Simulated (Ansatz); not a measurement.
## Geometry relaxation, with input and output: ZrO2

ZrO2 (Fm-3m, 3 atoms in the cell), computed with DFT r2SCAN, scalar-relativistic, plane waves, PAW, no spin polarisation (Ansatz 0.2.0).

The structure derives from an entry of the Crystallography Open Database. Figures and captions count atoms from 1; the log counts them from 0 in places.

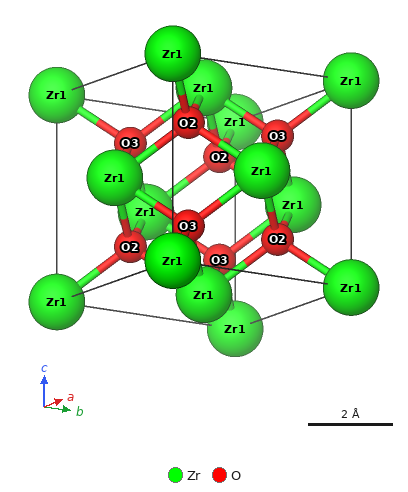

Fig. 1: The structure as given in the input (ball-and-stick view of the cell 4 times as large as that of the calculation, set on its symmetry axes, seen at an oblique angle; atoms are numbered from 1 in the order of the input).

### Input file
```yaml
crystal:
  lattice:
    - [0.0, 2.535, 2.535]
    - [2.535, 0.0, 2.535]
    - [2.535, 2.535, 0.0]
  atoms:
    - { symbol: Zr, position: [0.0, 0.0, 0.0] }
    - { symbol: O, position: [0.25, 0.25, 0.25] }
    - { symbol: O, position: [0.75, 0.75, 0.75] }
basis:
  ecutwfc: 500
kpoints:
  mp_grid: { grid: [8, 8, 8] }
hamiltonian:
  xc: r2scan
scf:
  occupations: { method: gaussian, width: 0.02 }
output:
  forces: true
  stress: true
  eigenvalues: true
  write_density: true
  write_potential: true
  elf: true
  volumetric_format: npy
relax:
  adjacent_minimum: "off"
  f_tol: 0.005
  max_steps: 80
  cell: { stress_tol: 0.05 }
```

Machine: 2 threads of AMD EPYC (Zen 3), 189 GiB of memory available, shared host.

Run as:
```bash
ansatz run input.yaml --threads 2 --pin off --max-ram 5120MiB --backend cpu --events-out ev --progress --plain --runs-dir out
```

### Log
```
Engine: ansatz 0.2.0, x86_64-unknown-linux-gnu
Pseudopotentials: kind: paw
Pseudopotential: Zr, paw, valence charge 12, recommended cutoff 500 eV (meta_gga), Zr.paw.azcp
Pseudopotential: O, paw, valence charge 6, recommended cutoff 500 eV (meta_gga), O.paw.azcp
Functional definition: r2SCAN
  parameter k0 = 0.174
  parameter k1 = 0.065
  parameter a1 = 4.9479
  exchange = r2scan_x(k0 = k0, k1 = k1, a1 = a1)
  correlation = r2scan_c
Crystal: 3 atoms, lattice volume = 32.581 Å³
Basis set: ecut = 500 eV, 869 PW (Γ), exchange–correlation on 108×108×108 points (64 copies of the dense FFT grid, shifted against one another)
Bands: 16, of which v1, the nominal top of the filled ones, is band 12 counted from 1 (11 counted from 0)
Symmetry: 48 space group operations
Space group: Fm-3m (ITA 225), of the structure as read, at distance tolerance 3.2e-5 Å
k-points: 29 of 512
Non-local potential: Zr, projectors of the file, l = 0: 3, l = 1: 2, l = 2: 2, l = 3: 2
Non-local potential: O, projectors of the file, l = 0: 2, l = 1: 2, l = 2: 1
PAW form: soft (Blöchl's): semilocal exchange-correlation on the pseudo side does not see the compensation charge
PAW frozen core: Zr, regenerated for the run's functional (the file was generated under x = pbe(κ = 0.804, μ = 0.2195149727645171), c = pbe(β = 0.06672455060314922))
PAW frozen core: O, regenerated for the run's functional (the file was generated under x = pbe(κ = 0.804, μ = 0.2195149727645171), c = pbe(β = 0.06672455060314922))
PAW one-centre angular grid: Zr, 590 points (default); XC on 160 Gauss nodes
PAW one-centre angular grid: O, 302 points (default); XC on 160 Gauss nodes
Initial density: superposition of atomic densities (neutral atoms: chi_scale 0, normalization atom), corrected by the library's trained network
Initial wavefunctions: pseudopotential atomic-orbital guess
Functional: x = r2scan, c = r2scan; τ floored in thin density (d = 2e-4 eV/Å³)
SCF iter   1: F=—  HF=-5337.987466 eV  |F-HF|=—  |Δ(HF+E_count)|=         —  Δρ=1.63e-2  dr2=1.05e-1  dr2_τ=1.99e-1  ethr=1.77e-3  ⟨swp⟩=6.1  Hψ=2343  notcnv=0
preconditioner: auto → none  [insulator: Δε(μ)=4.266 eV  Ē_g=18.474 eV  σ=0.020 eV  W_gap=1.00  n_scr=14 (ndim 8)  ℏωp=30.5 eV  f_vac=0.025  D(μ)=0.00/eV (n_scr^D=0)  ε∞_Penn≈3.7]
SCF iter   2: F=—  HF=-5338.061553 eV  |F-HF|=—  |Δ(HF+E_count)|=   7.41e-2  Δρ=1.19e-2  dr2=2.56e-2  dr2_τ=9.85e-3  ethr=4.39e-4  ⟨swp⟩=2.8  Hψ=1067  notcnv=0
SCF iter   3: F=—  HF=-5338.055609 eV  |F-HF|=—  |Δ(HF+E_count)|=   5.94e-3  Δρ=3.33e-3  dr2=1.57e-3  dr2_τ=2.23e-4  ethr=1.07e-4  ⟨swp⟩=2.0  Hψ=781  notcnv=0
SCF iter   4: F=—  HF=-5338.055920 eV  |F-HF|=—  |Δ(HF+E_count)|=   3.10e-4  Δρ=7.80e-4  dr2=7.61e-5  dr2_τ=1.92e-5  ethr=6.54e-6  ⟨swp⟩=2.3  Hψ=796  notcnv=0
SCF iter   5: F=—  HF=-5338.055928 eV  |F-HF|=—  |Δ(HF+E_count)|=   8.57e-6  Δρ=9.31e-5  dr2=6.72e-7  dr2_τ=2.38e-7  ethr=3.17e-7  ⟨swp⟩=2.2  Hψ=674  notcnv=0
SCF iter   6: F=-5338.055929 eV  HF=-5338.055929 eV  |F-HF|=6.47e-9  |Δ(HF+E_count)|=   1.22e-6  Δρ=1.18e-5  dr2=2.28e-8  dr2_τ=8.14e-9  ethr=4.17e-10  ⟨swp⟩=9.8  Hψ=3505  notcnv=0
SCF 1 converged in 6 iterations: F = -5338.055929 eV  dr2 = 2.28e-8
  greatest PAW one-centre occupation: 0.990 electrons in one spin orbital (limit 2), on the Zr atom at site 0 (counted from 0), in its partial waves of l = 1
relax step   1: F+E_penalty+E_count = -5338.05592948 eV  Δ(F+E_penalty+E_count) = +0.000e0 eV  max|allowed force component| = 2.698e-18 eV/Å  Δτ_max = 0.0000 Å  P = +3.005 GPa  Ω = 32.581 Å³  (6 SCF iters, dr2 threshold 1.00e-7 eV, accepted)
Crystal: 3 atoms, lattice volume = 33.027 Å³
Initial density: handed on by an earlier stage of this run
Initial wavefunctions: those handed on with the density
iter 1 solved again at ethr=5.77e-6 eV; its pass at ethr=3.10e-3 eV (dr2=1.39e-3 eV) is discarded
SCF iter   1: F=—  HF=-5338.055053 eV  |F-HF|=—  |Δ(HF+E_count)|=         —  Δρ=1.89e-3  dr2=1.04e-3  dr2_τ=4.51e-3  ethr=5.77e-6  ⟨swp⟩=2.2  Hψ=2998  notcnv=0
preconditioner: auto → none  [insulator: Δε(μ)=3.863 eV  Ē_g=18.162 eV  σ=0.020 eV  W_gap=1.00  n_scr=14 (ndim 8)  ℏωp=30.3 eV  f_vac=0.028  D(μ)=0.00/eV (n_scr^D=0)  ε∞_Penn≈3.8]
SCF iter   2: F=—  HF=-5338.058907 eV  |F-HF|=—  |Δ(HF+E_count)|=   3.85e-3  Δρ=6.53e-4  dr2=1.15e-4  dr2_τ=3.77e-5  ethr=4.34e-6  ⟨swp⟩=2.7  Hψ=900  notcnv=0
SCF iter   3: F=—  HF=-5338.058900 eV  |F-HF|=—  |Δ(HF+E_count)|=   6.93e-6  Δρ=3.28e-4  dr2=3.42e-5  dr2_τ=5.85e-6  ethr=4.81e-7  ⟨swp⟩=2.6  Hψ=774  notcnv=0
SCF iter   4: F=—  HF=-5338.058898 eV  |F-HF|=—  |Δ(HF+E_count)|=   2.45e-6  Δρ=1.34e-4  dr2=2.37e-6  dr2_τ=4.67e-7  ethr=1.43e-7  ⟨swp⟩=2.0  Hψ=688  notcnv=0
SCF iter   5: F=-5338.058898 eV  HF=-5338.058898 eV  |F-HF|=1.40e-7  |Δ(HF+E_count)|=   1.32e-8  Δρ=2.98e-5  dr2=2.77e-7  dr2_τ=2.96e-8  ethr=1.25e-9  ⟨swp⟩=6.9  Hψ=3042  notcnv=0
SCF 2 converged in 5 iterations: F = -5338.058898 eV  dr2 = 2.77e-7
relax step   2: F+E_penalty+E_count = -5338.05889776 eV  Δ(F+E_penalty+E_count) = -2.968e-3 eV  max|allowed force component| = 5.975e-18 eV/Å  Δτ_max = 0.0000 Å  P = -0.548 GPa  Ω = 33.027 Å³  energy of the carried Pulay correction = -3.908e-4 eV  (5 SCF iters, dr2 threshold 3.00e-7 eV, accepted)
Crystal: 3 atoms, lattice volume = 32.957 Å³
iter 1 solved again at ethr=1.15e-7 eV; its pass at ethr=3.10e-3 eV (dr2=2.77e-5 eV) is discarded
SCF iter   1: F=—  HF=-5338.058990 eV  |F-HF|=—  |Δ(HF+E_count)|=         —  Δρ=2.68e-4  dr2=2.07e-5  dr2_τ=1.06e-4  ethr=1.15e-7  ⟨swp⟩=2.0  Hψ=2956  notcnv=0
preconditioner: auto → none  [insulator: Δε(μ)=3.888 eV  Ē_g=18.194 eV  σ=0.020 eV  W_gap=1.00  n_scr=14 (ndim 8)  ℏωp=30.3 eV  f_vac=0.025  D(μ)=0.00/eV (n_scr^D=0)  ε∞_Penn≈3.8]
SCF iter   2: F=—  HF=-5338.059080 eV  |F-HF|=—  |Δ(HF+E_count)|=   9.04e-5  Δρ=8.18e-5  dr2=2.00e-6  dr2_τ=6.17e-7  ethr=8.61e-8  ⟨swp⟩=2.0  Hψ=812  notcnv=0
SCF iter   3: F=—  HF=-5338.059080 eV  |F-HF|=—  |Δ(HF+E_count)|=   1.06e-7  Δρ=4.46e-5  dr2=6.51e-7  dr2_τ=1.17e-7  ethr=1.25e-9  ⟨swp⟩=10.0  Hψ=3560  notcnv=0
SCF iter   4: F=-5338.059080 eV  HF=-5338.059080 eV  |F-HF|=2.05e-8  |Δ(HF+E_count)|=   7.10e-8  Δρ=1.87e-5  dr2=4.76e-8  dr2_τ=9.06e-9  ethr=1.25e-9  ⟨swp⟩=9.6  Hψ=3184  notcnv=0
SCF 3 converged in 4 iterations: F = -5338.059080 eV  dr2 = 4.76e-8
relax step   3: F+E_penalty+E_count = -5338.05907999 eV  Δ(F+E_penalty+E_count) = -1.822e-4 eV  max|allowed force component| = 1.079e-17 eV/Å  Δτ_max = 0.0000 Å  P = -0.009 GPa  Ω = 32.957 Å³  energy of the carried Pulay correction = -3.301e-4 eV  (4 SCF iters, dr2 threshold 3.00e-7 eV, accepted)
Initial wavefunctions: pseudopotential atomic-orbital guess (no wavefunctions were taken with the density)
iter 1 solved again at ethr=2.50e-8 eV; its pass at ethr=3.10e-3 eV (dr2=6.00e-6 eV) is discarded
SCF iter   1: F=—  HF=-5338.059390 eV  |F-HF|=—  |Δ(HF+E_count)|=         —  Δρ=2.00e-4  dr2=3.39e-7  dr2_τ=4.33e-7  ethr=2.50e-8  ⟨swp⟩=3.6  Hψ=3735  notcnv=0
preconditioner: auto → none  [insulator: Δε(μ)=3.886 eV  Ē_g=18.192 eV  σ=0.020 eV  W_gap=1.00  n_scr=14 (ndim 8)  ℏωp=30.3 eV  f_vac=0.025  D(μ)=0.00/eV (n_scr^D=0)  ε∞_Penn≈3.8]
SCF iter   2: F=—  HF=-5338.059402 eV  |F-HF|=—  |Δ(HF+E_count)|=   1.21e-5  Δρ=9.99e-5  dr2=9.20e-8  dr2_τ=2.16e-6  ethr=1.41e-9  ⟨swp⟩=2.6  Hψ=767  notcnv=0
SCF iter   3: F=—  HF=-5338.059395 eV  |F-HF|=—  |Δ(HF+E_count)|=   6.30e-6  Δρ=2.61e-5  dr2=7.89e-8  dr2_τ=9.92e-8  ethr=3.83e-10  ⟨swp⟩=2.3  Hψ=796  notcnv=0
SCF iter   4: F=—  HF=-5338.059396 eV  |F-HF|=—  |Δ(HF+E_count)|=   1.57e-7  Δρ=2.27e-6  dr2=4.96e-10  dr2_τ=4.71e-10  ethr=3.29e-10  ⟨swp⟩=2.0  Hψ=675  notcnv=0
SCF iter   5: F=-5338.059396 eV  HF=-5338.059396 eV  |F-HF|=1.63e-10  |Δ(HF+E_count)|=   2.40e-9  Δρ=3.91e-7  dr2=1.43e-11  dr2_τ=7.79e-12  ethr=1.00e-12  ⟨swp⟩=4.6  Hψ=2428  notcnv=0
SCF 4 converged in 5 iterations: F = -5338.059396 eV  dr2 = 1.43e-11
relax step   4: F+E_penalty+E_count = -5338.05939561 eV  Δ(F+E_penalty+E_count) = -3.156e-4 eV  max|allowed force component| = 1.234e-17 eV/Å  Δτ_max = 0.0000 Å  P = -0.016 GPa  Ω = 32.957 Å³  stress off target by 1.62e-2 GPa  SCF on the basis re-selected at this cell (its energy is not comparable with the rows above)  (5 SCF iters)
```

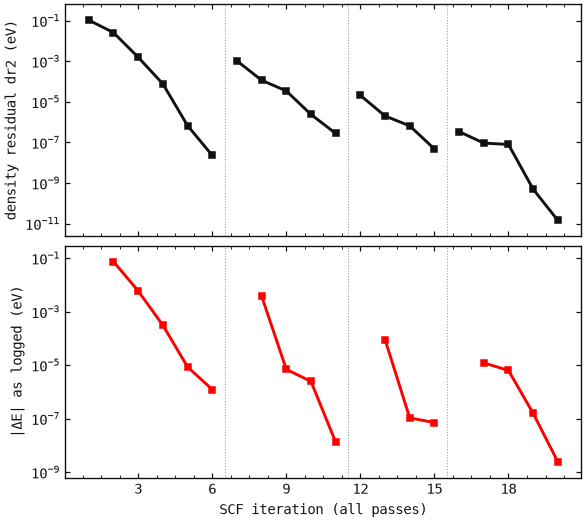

Fig. 2: Convergence of the self-consistent field: density residual dr2 and size of the energy change against the SCF iteration. The dotted lines part the SCF passes of the relaxation: geometry steps, rejected trials and re-solves on a re-selected basis. The passes take 6, 5, 4 and 5 iterations.

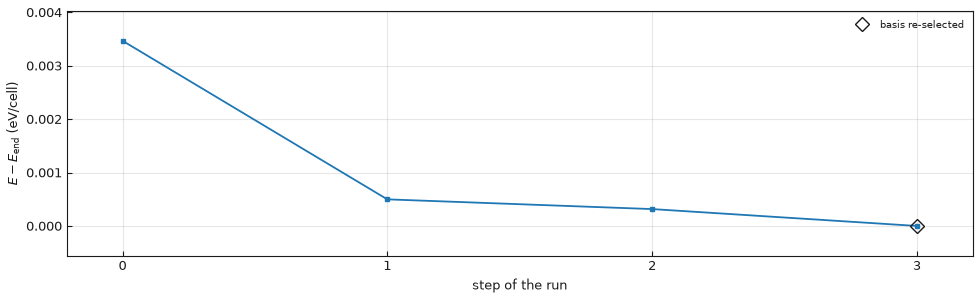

Fig. 3: Progress of the relaxation, step by step (the first geometry is step 0 here and step 1 in the log). After 2 geometry steps the energy has fallen by 3.2 meV per cell of the calculation. All forces vanish by symmetry, so only the cell relaxes. The pressure goes from 3.00 to −0.02 GPa. The atoms keep their places relative to the cell (all moves are under 0.005 Å). A last SCF at the same geometry on a re-selected plane-wave basis shifts the energy by −0.3 meV per cell of the calculation.

```
basis re-selected at this cell: Δ(F+E_penalty+E_count) = -3.156e-4 eV, ΔP = -0.007 GPa vs the last step (what re-selecting the basis moved, of the pressure what is left beyond the Pulay correction that the steps carried, after the strain that the cell walked since its last selection, with what the two solves' SCF thresholds leave and, on support functions, any second-order correction that the steps lacked; it is no measure of the basis error at this ecutwfc). This SCF's stress stands 1.62e-2 GPa from its target on what of the cell is left free (relax.cell.stress_tol is 5.00e-2 GPa) and its largest allowed force component is 1.23e-17 eV/Å (relax.f_tol is 5.00e-3 eV/Å): within both
SCF converged after 5 iterations
Free energy (F): -5338.059396 eV
Harris-Foulkes:  -5338.059396 eV  (|F-HF|=1.63e-10)
Internal energy: -5338.059396 eV  (E = F + TS)
E sigma→0 (E₀):  -5338.059396 eV
Fermi energy:    13.786576 eV
--- Per-component energies (eV) ---
  E_band       = -80.388535
  E_kinetic    = 689.416438
  E_local      = -1139.460148  (includes V_loc(G=0)·N_el)
  E_nonlocal   = 169.276406
  E_hartree    = 376.867462
  E_xc         = -305.738623
  E_vxc        = -426.447650  (∫ρ·V_xc dr)
  E_paw        = -3289.491656  (= ΣΔE_a)
  E_vpaw       = -152.707370  (= ΣTr[D̂ρ^β])
  E_aug_tail   = 0.001929  (compensation charges beyond the density's cutoff)
  E_vtau       = 25.796890  (kinetic-family band-sum trace: ∫τ·v_τ [+ j·A + Jᵃ·Aᵃ] dr)
  E_ewald      = -1838.702580
  E_core_change = -0.228623  (= ΣΔE_core)
  E_smearing   = -0.000000  (= −TS)
  E_closure    = 0.000000  (closes the sum)
  Σ components = -5338.059396   (vs F -5338.059396, Δ=0.00e0)
--- Forces (eV/Å), atoms counted from 1 ---
  atom   1  Zr    -0.00000000     0.00000000     0.00000000
  atom   2  O     -0.00000000     0.00000000     0.00000000
  atom   3  O      0.00000000    -0.00000000    -0.00000000
  max |Σ_I F_I| component: 2.89e-18 eV/Å
--- Stress (GPa, compression-positive) ---
       -0.016153      -0.000000      -0.000000
       -0.000000      -0.016153      -0.000000
       -0.000000      -0.000000      -0.016153
  P = ⅓ Tr σ = -0.0162 GPa (-0.162 kbar)
--- Band table (eV; the first three rows and the last of 29) ---
  k-point 0: bands = ["-37.7383", "-14.8274", "-14.8274", "-14.8274", "-7.3538", "-4.8244", "6.5262", "6.5262", "6.5262", "11.2943", "11.2943", "11.2943", "15.7298", "15.7298", "19.0319", "21.8124"]
  k-point 1: bands = ["-37.7311", "-14.9471", "-14.8379", "-14.8379", "-7.1299", "-4.9767", "6.6797", "6.6797", "6.9477", "10.9306", "11.0289", "11.0289", "15.9997", "15.9997", "19.4859", "21.2908"]
  k-point 2: bands = ["-37.7138", "-15.2150", "-14.8631", "-14.8631", "-6.6561", "-5.2451", "7.0586", "7.0586", "7.9437", "10.1983", "10.5445", "10.5445", "16.3949", "16.3949", "19.1890", "21.1410"]
  k-point 28: bands = ["-37.6730", "-15.3273", "-15.3273", "-15.0073", "-5.5955", "-5.5955", "7.0504", "7.1339", "9.4223", "9.4223", "10.4657", "11.6308", "16.7574", "16.9460", "18.6778", "18.6778"]
--- Relaxed structure (3 steps of the walk, 3 accepted, 1 SCFs on fresh bases) ---
  F+E_penalty+E_count = -5338.05939561 eV   max|allowed force component| = 1.234e-17 eV/Å   (the final SCF, on the basis selected at the relaxed cell)
  cell:  # Å, volume = 32.9571 Å³
    - [1.7515341363078595e-34, 2.544717987765394, 2.544717987765394]
    - [2.544717987765394, -4.458450528783642e-35, 2.544717987765394]
    - [2.544717987765394, 2.544717987765394, -1.3693812338406897e-34]
  atoms:
    - { symbol: Zr, position: [1.4055645885677108e-34, -1.5859358628766595e-34, -1.1733819130233077e-34] }
    - { symbol: O, position: [0.24999999999999997, 0.24999999999999997, 0.24999999999999997] }
    - { symbol: O, position: [0.7499999999999999, 0.7499999999999999, 0.7499999999999999] }
```

### Trajectory as extended XYZ (Å, eV, eV/Å), 4 frames, from step=1 to step=4
```
3
Lattice="0.0000 2.5350 2.5350 2.5350 0.0000 2.5350 2.5350 2.5350 0.0000" Properties=species:S:1:pos:R:3:forces:R:3 step=1 energy=-5338.05593 pressure_GPa=3.00
Zr    0.0000    0.0000    0.0000    0.0000   0.0000   0.0000
O     1.2675    1.2675    1.2675    0.0000   0.0000   0.0000
O     3.8025    3.8025    3.8025    0.0000   0.0000   0.0000
3
Lattice="0.0000 2.5465 2.5465 2.5465 0.0000 2.5465 2.5465 2.5465 0.0000" Properties=species:S:1:pos:R:3:forces:R:3 step=2 energy=-5338.05890 pressure_GPa=-0.55
Zr    0.0000    0.0000    0.0000    0.0000   0.0000   0.0000
O     1.2733    1.2733    1.2733    0.0000   0.0000   0.0000
O     3.8198    3.8198    3.8198    0.0000   0.0000   0.0000
3
Lattice="0.0000 2.5447 2.5447 2.5447 0.0000 2.5447 2.5447 2.5447 0.0000" Properties=species:S:1:pos:R:3:forces:R:3 step=3 energy=-5338.05908 pressure_GPa=-0.01
Zr    0.0000    0.0000    0.0000    0.0000   0.0000   0.0000
O     1.2724    1.2724    1.2724    0.0000   0.0000   0.0000
O     3.8171    3.8171    3.8171    0.0000   0.0000   0.0000
3
Lattice="0.0000 2.5447 2.5447 2.5447 0.0000 2.5447 2.5447 2.5447 0.0000" Properties=species:S:1:pos:R:3:forces:R:3 step=4 energy=-5338.05940 pressure_GPa=-0.02
Zr    0.0000    0.0000    0.0000    0.0000   0.0000   0.0000
O     1.2724    1.2724    1.2724    0.0000   0.0000   0.0000
O     3.8171    3.8171    3.8171    0.0000   0.0000   0.0000
```

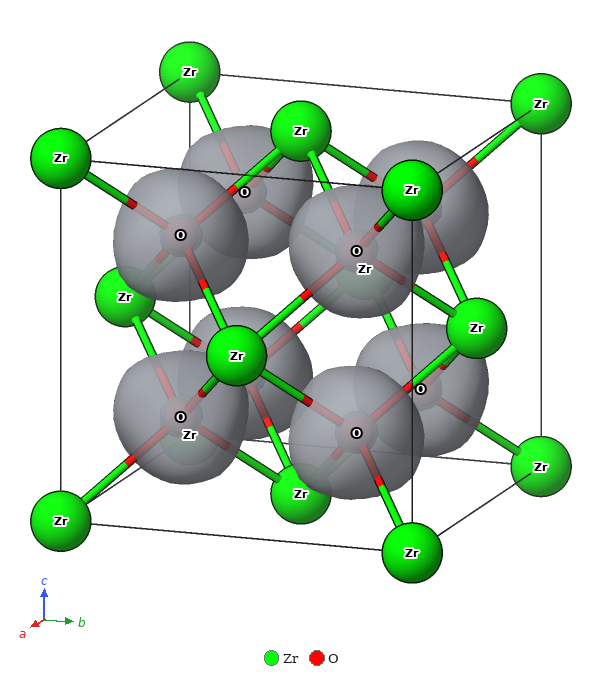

Fig. 4: Isosurface of the electron localisation function at 0.6 (grey), seen slightly off an axis. Core shells and regions of very low density are left out. Sticks mark near contacts. The outline is the cell set on symmetry axes. Along the contacts the grid gives the following. Zr–O (2.20 Å): the ELF peaks at about 0.85 in the valence shell of O, 0.6 Å from its nucleus, and drops to about 0.20 between the two atoms. Core electrons are frozen (PAW), so the fields are smoothed inside the atomic spheres.

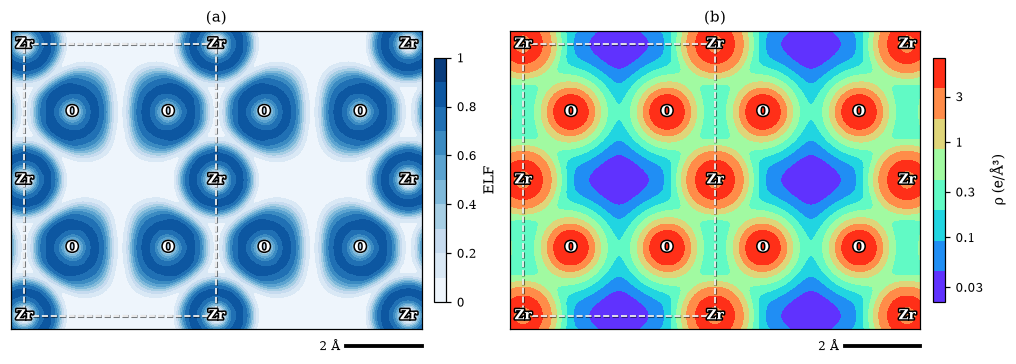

Fig. 5: (a) electron localisation function; (b) valence pseudo-density on the (101) plane of the conventional cell. The section cuts through Zr and O sites. Zr–O (2.20 Å): ρ at the midpoint is about 0.52 e/Å³; the ELF peaks at about 0.85 in the valence shell of O, 0.6 Å from its nucleus, and drops to about 0.20 between the two atoms. Away from the nuclei the density in this plane falls to 0.02 e/Å³ at its lowest. The strong features right at Zr lie inside the PAW spheres (semicore, d or f shells) and say nothing about bonding.

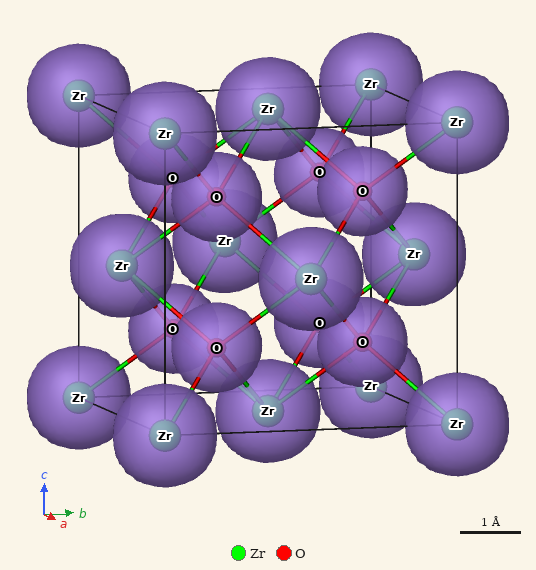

Fig. 6: Isosurface of the valence electron density at 1 e/Å³ (purple), seen slightly off an axis. Sticks mark near contacts. The outline is the cell set on symmetry axes. At this value the density breaks into separate islands; it holds about 65 % of the electrons treated as valence (semicore included). It is pinched off along the Zr–O (2.20 Å) contacts. On the grid the lowest density along these lines, outside the cores, is 0.51 e/Å³ (Zr–O, 2.20 Å).

### Key numbers

- outcome: converged
- space group (tolerance 0.01 Å): Fm-3m (225)
- electrons treated: 24
- free energy: −5338.0594 eV
- Fermi energy: 13.787 eV
- gap on the k-point mesh: 3.89 eV
- pressure: −0.02 GPa
- final volume: 32.96 Å³
- largest force (length of the vector) at the end: under 0.001 eV/Å
- final cell: a = 3.599 Å, b = 3.599 Å, c = 3.599 Å, α = 60.00°, β = 60.00°, γ = 60.00°
- wall time: 21 s (CPU time 27 s)
- peak memory: 0.43 GiB
